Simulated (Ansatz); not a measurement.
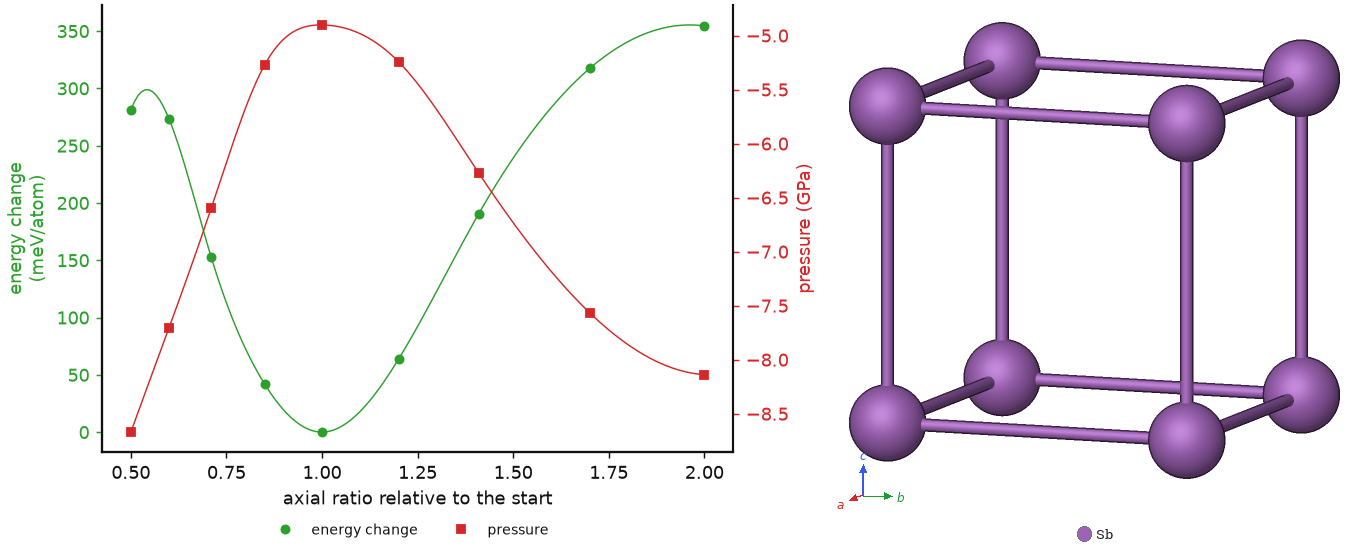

Plotted: energy change and pressure against relative axial ratio for Sb, space group Pm-3m (No. 221). The cell is drawn beside the plot.

Structure:
```
CELL_PARAMETERS angstrom
3.16000 0.00000 0.00000
0.00000 3.16000 0.00000
0.00000 0.00000 3.16000
ATOMIC_POSITIONS crystal
Sb 0.00000 0.00000 0.00000
```

Computed with Ansatz 0.2.0: deformation of a crystal at fixed volume, lengths along the axis scaled against those across it, fractional coordinates fixed, by plane-wave density functional theory with PAW datasets, free energies less that of the undisturbed cell, pressure positive in compression; scalar-relativistic. Level: PBEsol, no spin polarisation.

wave cutoff 420 eV; k mesh 16×16×16; occupations Gaussian; smearing width 0.15 eV; k shift (0, 0, 0) (mesh steps); start as given; path trigonal; axis direction (0.5774, 0.5774, 0.5774) (Cartesian unit vector).

> Where is the energy change lowest, and are there other minima?

The lowest computed point is at relative axial ratio 1.00 (0 meV/atom), in a single well.

> How does the pressure vary with relative axial ratio?

It goes from −8.670 GPa at relative axial ratio 0.50 to −8.138 GPa at 2.00, not monotonically, with a high of −4.902 GPa at 1.00.

Caveats: reference crystal is not relaxed.
